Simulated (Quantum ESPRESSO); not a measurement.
## Energy of Y along an even scaling of the cell

System: Y (1 atom in the cell).
Method: Kohn-Sham DFT of a periodic cell, PBE, SSSP 1.3 efficiency PBE, no spin polarisation (Quantum ESPRESSO 7.5).

The 7 runs differ only in the geometry, by an even scaling of the cell at fixed fractional positions. The structure derives from a Materials Project entry.

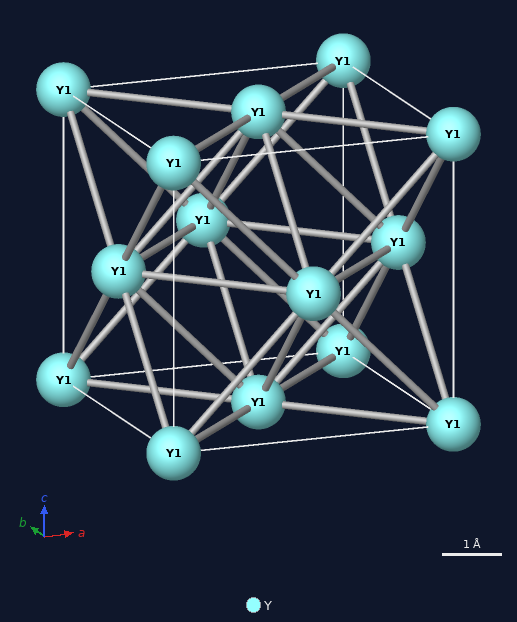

Figure 1. The structure of run 4 (ball-and-stick view of the cell 4 times as large as that of the calculation, set on its symmetry axes, seen slightly off an axis; atoms are numbered from 1 in the order of the input).

## Input of run 4
```
&CONTROL
  calculation = 'scf'
  prefix = 'pwscf'
  outdir = './tmp'
  pseudo_dir = './pseudo'
  tprnfor = .true.
  tstress = .true.
  disk_io = 'low'
/
&SYSTEM
  ibrav = 0
  nat = 1
  ntyp = 1
  ecutwfc = 55
  ecutrho = 440
  nbnd = 11
  occupations = 'smearing'
  smearing = 'fd'
  degauss = 0.00367493
/
&ELECTRONS
  conv_thr = 2d-10
  electron_maxstep = 120
  mixing_beta = 0.5
/
ATOMIC_SPECIES
Y     88.9058 Y_pbe_v1.uspp.F.UPF
CELL_PARAMETERS angstrom
   0.0000000000    2.5519910612    2.5519910612
   2.5519910612    0.0000000000    2.5519910612
   2.5519910612    2.5519910612    0.0000000000
ATOMIC_POSITIONS crystal
Y      0.0000000000    0.0000000000    0.0000000000
K_POINTS automatic
9 9 9 0 0 0
```

## File pp_density.in of run 4
```
&INPUTPP
  prefix = 'pwscf'
  outdir = './tmp'
  filplot = 'density.dat'
  plot_num = 0
/
&PLOT
  nfile = 1
  filepp(1) = 'density.dat'
  iflag = 3
  output_format = 6
  fileout = 'density.cube'
/
```

## File pp_potential.in of run 4
```
&INPUTPP
  prefix = 'pwscf'
  outdir = './tmp'
  filplot = 'potential.dat'
  plot_num = 11
/
&PLOT
  nfile = 1
  filepp(1) = 'potential.dat'
  iflag = 3
  output_format = 6
  fileout = 'potential.cube'
/
```

Command:
```bash
OMP_NUM_THREADS=1 pw.x -in pw.in > pw.out
OMP_NUM_THREADS=1 pp.x -in pp_density.in > pp_density.out
OMP_NUM_THREADS=1 pp.x -in pp_potential.in > pp_potential.out
```

Lattice vectors (Å) and fractional positions of run 4:
```
   0.000000    2.551991    2.551991
   2.551991    0.000000    2.551991
   2.551991    2.551991    0.000000
Y   0.000000  0.000000  0.000000
```

Run 2 has the same physical settings and fractional positions; its lattice vectors (Å) are:
```
   0.000000    2.517500    2.517500
   2.517500    0.000000    2.517500
   2.517500    2.517500    0.000000
```

## Results, with one run withheld

```csv
run,volume per atom (Å³),"free energy per atom, from the lowest run given (meV)",pressure (GPa)
1,31.246,6.40,1.65
2,31.911,?,?
3,32.576,0.00,−0.07
4,33.240,1.88,−0.83
5,33.905,6.78,−1.54
6,34.570,14.48,−2.18
7,35.235,24.75,−2.78
```

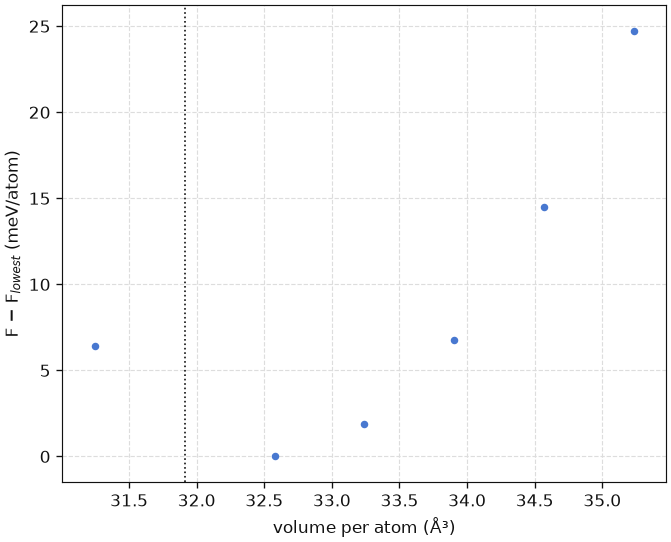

Figure 2. Free energy per atom of the runs given; the dotted line marks run 2.

Fit the runs given and predict run 2.

A cubic polynomial in V^(−2/3) (the Birch–Murnaghan form), fitted to the 6 runs given, misses them by under 0.01 meV per atom. With x = V^(−2/3) − 0.09638 Å⁻², it reads F = 2.9217 − 3322.1 x + 9.4937e+05 x² − 4.5881e+06 x³ (meV per atom). At run 2 it gives 1.41 meV per atom, and the run itself gives 1.41. The slope of the fit gives a pressure −dF/dV of 0.76 GPa there, and the run prints 0.75 GPa. The fit has its minimum at 32.520 Å³ per atom, where V d²F/dV² gives 39 GPa: the bulk modulus at this level, since symmetry fixes the shape and the positions.

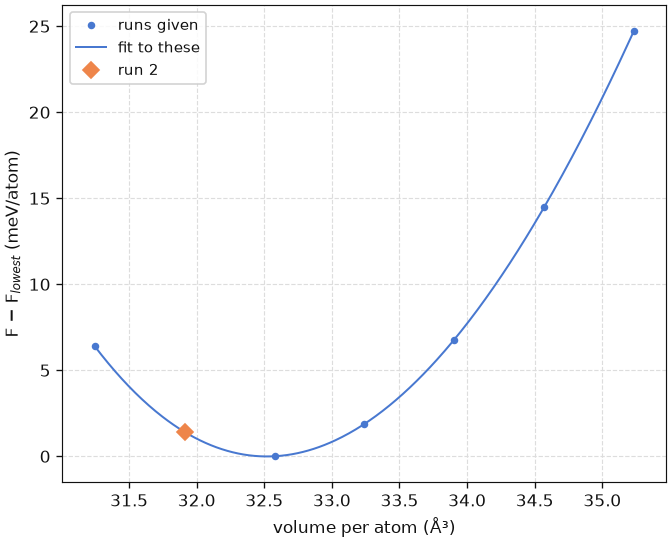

Figure 3. The fit and the withheld run.

## Some lines of the output (run 2)
```
[...]
     unit-cell volume          =     215.3452 (a.u.)^3
     number of k points=    35  Fermi-Dirac smearing, width (Ry)=  0.0037
     total energy              =     -87.49658439 Ry
     total energy              =     -87.49708112 Ry
     total energy              =     -87.49714562 Ry
     total energy              =     -87.49714809 Ry
     total energy              =     -87.49714826 Ry
     total energy              =     -87.49714828 Ry
     the Fermi energy is     9.9560 ev
!    total energy              =     -87.49714828 Ry
     The total energy is F=E-TS. E is the sum of the following terms:
     Computing stress (Cartesian axis) and pressure
          total   stress  (Ry/bohr**3)                   (kbar)     P=        7.51
```

Notes on the run: negative rho.
